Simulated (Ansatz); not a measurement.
## BP: a changed input and its effect

System: BP (I-4m2, 2 atoms in the cell).
Method of the first run: DFT PBE, scalar-relativistic, plane waves, PAW, no spin polarisation (Ansatz 0.2.0).

The structure derives from an entry of the Crystallography Open Database. Text and figures count atoms from 1; the logs count them from 0 in places.

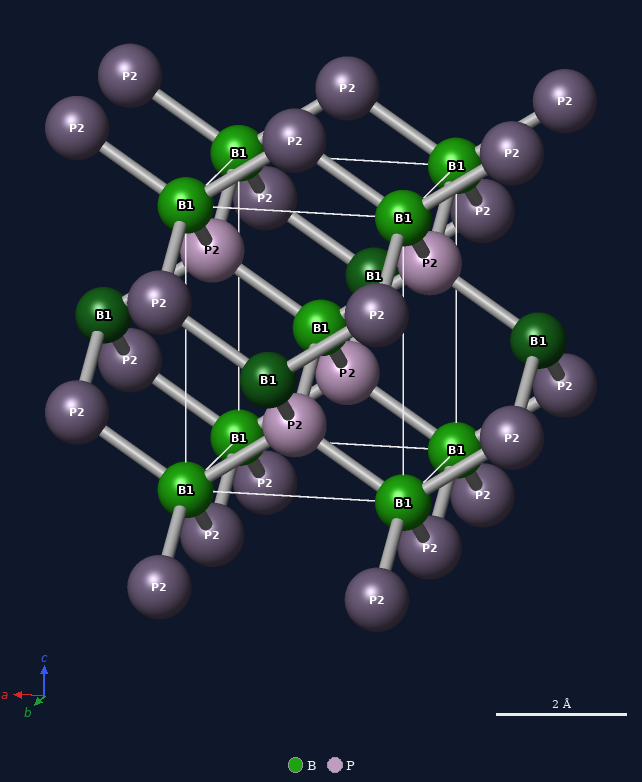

Figure 1. The structure as given in the input (ball-and-stick view of the cell 2 times as large as that of the calculation, set on its symmetry axes, seen at an oblique angle; neighbours outside the cell are drawn fainter; atoms are numbered from 1 in the order of the input). An atom can appear more than once, as a periodic image. Near neighbours in the periodic cell (some may lie outside the picture): B has 4 P at 2.07 Å; P has 4 B at 2.07 Å.

### Input, the first run
```yaml
crystal:
  lattice:
    - [0.0, 2.45052, 2.269]
    - [2.45052, 0.0, 2.269]
    - [2.45052, 2.45052, 0.0]
  atoms:
    - { symbol: B, position: [0.0, 0.0, 0.0] }
    - { symbol: P, position: [0.75, 0.75, 0.75] }
basis:
  ecutwfc: 420
kpoints:
  mp_grid: { grid: [10, 10, 10] }
hamiltonian:
  xc: pbe
scf:
  occupations: { method: gaussian, width: 0.05 }
output:
  forces: true
  stress: true
  eigenvalues: true
```

Command:
```bash
ansatz run input.yaml --threads 1 --pin off --max-ram 2560MiB --backend cpu --events-out ev --progress --plain --runs-dir out
```

Hardware: 1 thread of Intel Xeon (Sapphire Rapids), 16 GiB of memory available, shared host.

### Output, shortened to warnings, some set-up lines, iterations and results (the first run)
```
Basis set: ecut = 420 eV, 519 PW (Γ), exchange–correlation on 48×48×48 points (8 copies of the dense FFT grid, shifted against one another)
Symmetry: 8 space group operations
k-points: 102 of 1000 (time reversal used)
Initial density: superposition of atomic densities (neutral atoms: chi_scale 0, normalization atom), corrected by the library's trained network
[...]
SCF iter   1: F=—  HF=-912.139748 eV  |F-HF|=—  |Δ(HF+E_count)|=         —  Δρ=1.33e-3  dr2=3.85e-4  ethr=1.77e-3  ⟨swp⟩=6.0  Hψ=7454  notcnv=0
SCF iter   2: F=—  HF=-912.139615 eV  |F-HF|=—  |Δ(HF+E_count)|=   1.33e-4  Δρ=1.03e-3  dr2=3.38e-4  ethr=4.81e-6  ⟨swp⟩=2.3  Hψ=2152  notcnv=0
SCF iter   3: F=—  HF=-912.139536 eV  |F-HF|=—  |Δ(HF+E_count)|=   7.91e-5  Δρ=4.94e-4  dr2=4.57e-5  ethr=4.23e-6  ⟨swp⟩=1.9  Hψ=1050  notcnv=0
SCF iter   4: F=—  HF=-912.139552 eV  |F-HF|=—  |Δ(HF+E_count)|=   1.67e-5  Δρ=2.32e-4  dr2=2.16e-5  ethr=5.71e-7  ⟨swp⟩=2.0  Hψ=1212  notcnv=0
SCF iter   5: F=—  HF=-912.139547 eV  |F-HF|=—  |Δ(HF+E_count)|=   5.58e-6  Δρ=8.48e-5  dr2=2.89e-6  ethr=2.70e-7  ⟨swp⟩=1.3  Hψ=903  notcnv=0
SCF iter   6: F=—  HF=-912.139546 eV  |F-HF|=—  |Δ(HF+E_count)|=   8.03e-7  Δρ=2.17e-5  dr2=1.89e-7  ethr=3.61e-8  ⟨swp⟩=2.0  Hψ=1135  notcnv=0
SCF iter   7: F=-912.139546 eV  HF=-912.139546 eV  |F-HF|=5.54e-9  |Δ(HF+E_count)|=   5.38e-8  Δρ=4.26e-6  dr2=7.29e-9  ethr=1.25e-9  ⟨swp⟩=5.7  Hψ=4096  notcnv=0
SCF 1 converged in 7 iterations: F = -912.139546 eV  dr2 = 7.29e-9
SCF converged after 7 iterations
Free energy (F): -912.139546 eV
Harris-Foulkes:  -912.139546 eV  (|F-HF|=5.54e-9)
Internal energy: -912.139546 eV  (E = F + TS)
E sigma→0 (E₀):  -912.139546 eV
Fermi energy:    7.910310 eV
--- Per-component energies (eV) ---
  E_band       = 11.018083
  E_kinetic    = 114.522014
  E_local      = -78.477655  (includes V_loc(G=0)·N_el)
  E_nonlocal   = 44.267221
  E_hartree    = 18.938204
  E_xc         = -92.348078
  E_vxc        = -97.257383  (∫ρ·V_xc dr)
  E_paw        = -647.609861  (= ΣΔE_a)
  E_vpaw       = -9.912555  (= ΣTr[D̂ρ^β])
  E_aug_tail   = 0.000000  (compensation charges beyond the density's cutoff)
  E_ewald      = -271.431390
  E_smearing   = -0.000000  (= −TS)
  E_closure    = 0.000000  (closes the sum)
  Σ components = -912.139546   (vs F -912.139546, Δ=0.00e0)
--- Forces (eV/Å), atoms counted from 1 ---
  atom   1  B     -0.00000000    -0.00000000    -0.00000000
  atom   2  P      0.00000000     0.00000000    -0.00000000
  max |Σ_I F_I| component: 2.22e-16 eV/Å
--- Stress (GPa, compression-positive) ---
      -23.249433       0.000000       0.000000
       -0.000000     -23.249433       0.000000
        0.000000       0.000000      -7.160472
  P = ⅓ Tr σ = -17.8864 GPa (-178.864 kbar)
```

The input of the second run differs as follows (lines with − go, lines with + come):
```diff
-    - [0.0, 2.45052, 2.269]
-    - [2.45052, 0.0, 2.269]
+    - [0.0, 2.45052, 2.17824]
+    - [2.45052, 0.0, 2.17824]
```

Predict how the results change.

With the same functional and potentials, the second run lies 9.2 meV per atom lower. The gap of 0.41 eV on the mesh closes. The pressure goes from −17.89 to −14.10 GPa. The volume per atom goes from 13.63 to 13.08 Å³. The SCF takes 6 iterations against 7.

### Output, shortened to warnings, some set-up lines, iterations and results (the second run)
```
Basis set: ecut = 420 eV, 519 PW (Γ), exchange–correlation on 48×48×48 points (8 copies of the dense FFT grid, shifted against one another)
Symmetry: 8 space group operations
k-points: 102 of 1000 (time reversal used)
Initial density: superposition of atomic densities (neutral atoms: chi_scale 0, normalization atom), corrected by the library's trained network
[...]
SCF iter   1: F=—  HF=-912.158046 eV  |F-HF|=—  |Δ(HF+E_count)|=         —  Δρ=1.68e-3  dr2=5.69e-4  ethr=1.77e-3  ⟨swp⟩=6.1  Hψ=7466  notcnv=0
SCF iter   2: F=—  HF=-912.157932 eV  |F-HF|=—  |Δ(HF+E_count)|=   1.14e-4  Δρ=1.03e-3  dr2=2.88e-4  ethr=7.11e-6  ⟨swp⟩=2.1  Hψ=2068  notcnv=0
SCF iter   3: F=—  HF=-912.157873 eV  |F-HF|=—  |Δ(HF+E_count)|=   5.83e-5  Δρ=3.57e-4  dr2=1.62e-5  ethr=3.61e-6  ⟨swp⟩=2.2  Hψ=1190  notcnv=0
SCF iter   4: F=—  HF=-912.157884 eV  |F-HF|=—  |Δ(HF+E_count)|=   1.02e-5  Δρ=1.43e-4  dr2=4.60e-6  ethr=2.03e-7  ⟨swp⟩=2.1  Hψ=1219  notcnv=0
SCF iter   5: F=—  HF=-912.157884 eV  |F-HF|=—  |Δ(HF+E_count)|=   3.55e-7  Δρ=2.77e-5  dr2=1.95e-7  ethr=5.76e-8  ⟨swp⟩=2.1  Hψ=1213  notcnv=0
SCF iter   6: F=-912.157884 eV  HF=-912.157884 eV  |F-HF|=2.05e-9  |Δ(HF+E_count)|=   4.89e-9  Δρ=3.31e-6  dr2=3.45e-9  ethr=1.25e-9  ⟨swp⟩=6.2  Hψ=4313  notcnv=0
SCF 1 converged in 6 iterations: F = -912.157884 eV  dr2 = 3.45e-9
SCF converged after 6 iterations
Free energy (F): -912.157884 eV
Harris-Foulkes:  -912.157884 eV  (|F-HF|=2.05e-9)
Internal energy: -912.157828 eV  (E = F + TS)
E sigma→0 (E₀):  -912.157856 eV
Entropy (-TS):   -0.000056 eV (-0.028 meV/atom)
Fermi energy:    8.242200 eV
--- Per-component energies (eV) ---
  E_band       = 14.035512
  E_kinetic    = 116.160685
  E_local      = -74.829218  (includes V_loc(G=0)·N_el)
  E_nonlocal   = 44.430853
  E_hartree    = 18.124920
  E_xc         = -92.915747
  E_vxc        = -98.002384  (∫ρ·V_xc dr)
  E_paw        = -647.684201  (= ΣΔE_a)
  E_vpaw       = -9.974316  (= ΣTr[D̂ρ^β])
  E_aug_tail   = 0.000000  (compensation charges beyond the density's cutoff)
  E_ewald      = -275.445120
  E_smearing   = -0.000056  (= −TS)
  E_closure    = -0.000000  (closes the sum)
  Σ components = -912.157884   (vs F -912.157884, Δ=0.00e0)
--- Forces (eV/Å), atoms counted from 1 ---
  atom   1  B     -0.00000000    -0.00000000     0.00000000
  atom   2  P      0.00000000     0.00000000    -0.00000000
  max |Σ_I F_I| component: 2.50e-16 eV/Å
--- Stress (GPa, compression-positive) ---
      -22.059943       0.000000       0.000000
        0.000000     -22.059943       0.000000
       -0.000000       0.000000       1.832503
  P = ⅓ Tr σ = -14.0958 GPa (-140.958 kbar)
```

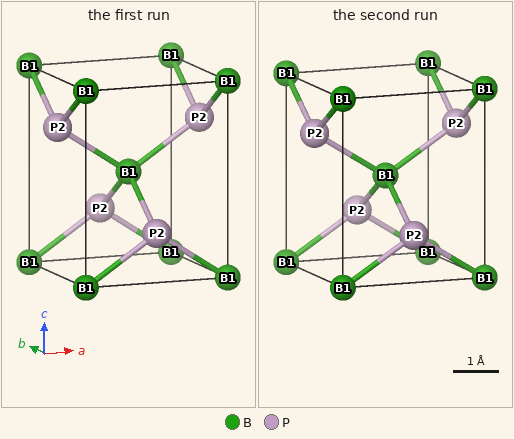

Figure 2. The two input geometries at one scale (ball-and-stick view of the cell 2 times as large as that of the calculation, set on its symmetry axes, seen slightly off an axis). The atoms keep their places relative to the cell (all moves are under 0.005 Å). The drawn cell changes as follows: a = b stay at 3.466 Å, c 4.538 → 4.356 Å (−4.0 %); the volume changes by −4.0 %. Among the contacts that change: B1–P2 2.071 → 2.047 Å.

### The two runs side by side

```csv
quantity,the first run,the second run
outcome,converged,converged
free energy per atom (eV),−456.0698,−456.0789
gap on the mesh (eV),0.41,0.00
pressure (GPa),−17.89,−14.10
volume per atom (Å³),13.63,13.08
largest force (eV/Å),0.000,0.000
SCF iterations,7,6
irreducible k-points,102,102
plane waves at Γ,519,519
wall time (shared host),1.6 s,1.5 s
```
